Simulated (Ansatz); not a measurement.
```yaml
crystal:
  lattice:
    - [-1.89960, -5.69880, 4.84887]
    - [-5.69880, 1.89960, -4.84887]
    - [5.69880, -1.89960, -4.84887]
  atoms:
    - { symbol: Ti, position: [0.40034, 0.79709, 0.60632] }
    - { symbol: Ti, position: [0.99772, 0.99873, 0.00772] }
    - { symbol: Ti, position: [0.19678, 0.39405, 0.80636] }
    - { symbol: Ti, position: [0.79848, 0.59825, 0.20396] }
    - { symbol: Ti, position: [0.59498, 0.19470, 0.40326] }
    - { symbol: Ti, position: [0.49757, 0.24322, 0.75221] }
    - { symbol: Ti, position: [0.09710, 0.44840, 0.15212] }
    - { symbol: Ti, position: [0.30828, 0.84864, 0.96001] }
    - { symbol: Ti, position: [0.89783, 0.04350, 0.35777] }
    - { symbol: Ti, position: [0.68667, 0.64027, 0.54705] }
    - { symbol: O, position: [0.49773, 0.03271, 0.54170] }
    - { symbol: O, position: [0.08960, 0.24168, 0.94488] }
    - { symbol: O, position: [0.28463, 0.63641, 0.74279] }
    - { symbol: O, position: [0.90530, 0.84374, 0.15855] }
    - { symbol: O, position: [0.71059, 0.44675, 0.35835] }
    - { symbol: O, position: [0.39638, 0.58272, 0.40241] }
    - { symbol: O, position: [0.03459, 0.86615, 0.75998] }
    - { symbol: O, position: [0.18962, 0.17415, 0.60195] }
    - { symbol: O, position: [0.80557, 0.40098, 0.99111] }
    - { symbol: O, position: [0.59877, 0.99466, 0.19298] }
    - { symbol: O, position: [0.49760, 0.44763, 0.95661] }
    - { symbol: O, position: [0.09854, 0.65329, 0.36163] }
    - { symbol: O, position: [0.29782, 0.05430, 0.15587] }
    - { symbol: O, position: [0.89671, 0.25175, 0.56136] }
    - { symbol: O, position: [0.69747, 0.84659, 0.76291] }
    - { symbol: O, position: [0.76360, 0.78991, 0.38509] }
    - { symbol: O, position: [0.42857, 0.01057, 0.82283] }
    - { symbol: O, position: [0.56672, 0.38298, 0.58866] }
    - { symbol: O, position: [0.23176, 0.61007, 0.03300] }
    - { symbol: O, position: [0.99761, 0.19968, 0.20872] }
    - { symbol: O, position: [0.96084, 0.71406, 0.83866] }
```

Computed without spin polarisation.

Computed with DFT PBE, scalar-relativistic, plane waves, PAW in Ansatz.

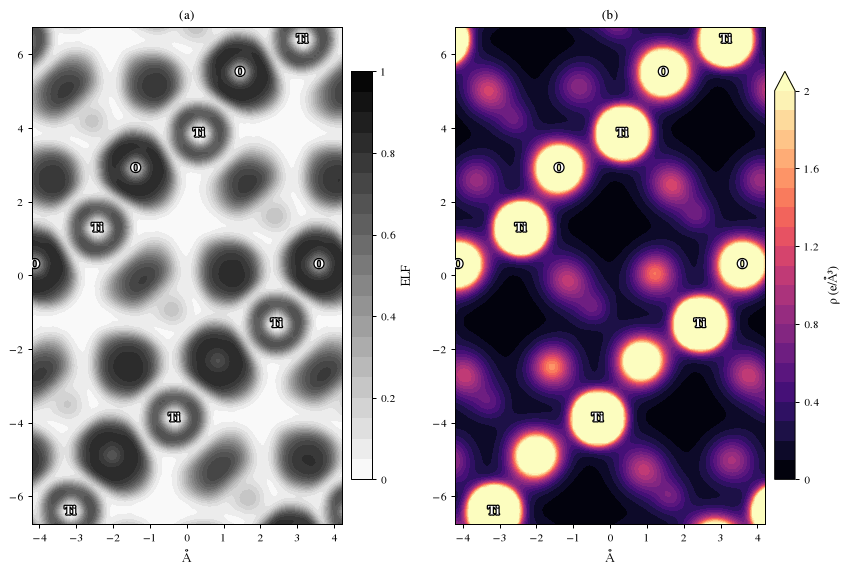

Ti10O21 (cell with a defect). (a) ELF; (b) valence charge density (pseudo) on the (101) plane of the calculation cell.

The density is the valence pseudo-density of a PAW calculation; it isn't the true density close to the nuclei.

Question: Read the bonding off the picture.

Answer: The plane passes through Ti and O nuclei. Atoms just off the plane (Ti, 0.9 Å away and O, 0.3 Å away) can leave unmarked features too. Ti–O (1.92 Å): ρ is about 0.77 e/Å³ halfway; the ELF peaks at about 0.85 in the valence shell of O, 0.6 Å from its nucleus, and is about 0.20 at the midpoint: no shared electron pair shows on this line. Ti–O (1.98 Å): the density is about 0.66 e/Å³ at the midpoint; the ELF peaks at about 0.85 in the valence shell of O, 0.6 Å from its nucleus, and is about 0.20 at the midpoint (no shared electron pair shows on this line). Ti–O (1.98 Å): ρ is about 0.66 e/Å³ halfway; the ELF peaks at about 0.85 in the valence shell of O, 0.6 Å from its nucleus, and is about 0.20 at the midpoint; no shared electron pair shows on this line. Between the atoms the lowest density in this plane is 0.02 e/Å³. The features right at Ti lie inside the PAW spheres, where the map follows smoothed inner orbitals and isn't to be read closely.

Question: Does the calculation give a band gap?

Answer: It is gapped, with a Kohn–Sham gap of 2.5 eV on the k-point mesh (the band edges may lie off the mesh, which would make the gap smaller).
